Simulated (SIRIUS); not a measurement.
System: Pb (space group Fm-3m).

Method: all-electron LAPW DFT, no spin polarisation; energies at scaled volumes of the given cell, shape and fractions fixed, counted from the fit's minimum, third-order Birch-Murnaghan fit (SIRIUS 7.12.0). All runs: no spin polarisation.

```csv
setting,value
k mesh,9×9×9
occupations,Fermi–Dirac
smearing width,0.05 eV
potentials,all electron FP LAPW
```

Predict the energy against volume, with one curve for each functional. The cases: PBEsol; PBE; WC; PW91; LDA.

The fitted equilibrium volumes, smallest first, are LDA 28.975, PBEsol 29.944, WC 30.015, PW91 31.755, PBE 31.846 Å³/atom. The fitted bulk moduli, smallest first, are PBE 41.9, PW91 42.4, PBEsol 48.6, WC 49.1, LDA 52.2 GPa.

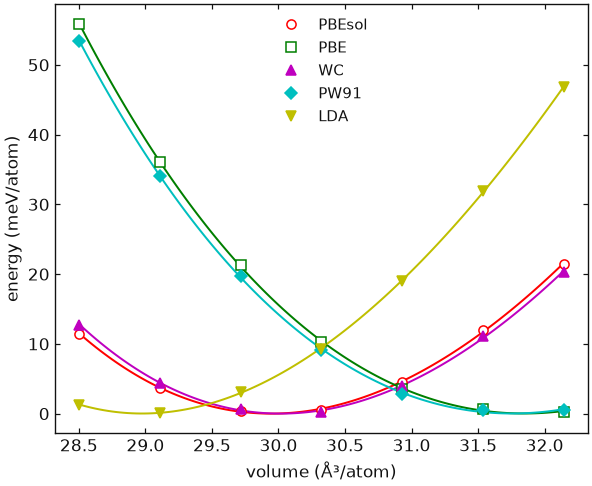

Keep in mind: spin-orbit coupling left out, heavy elements.
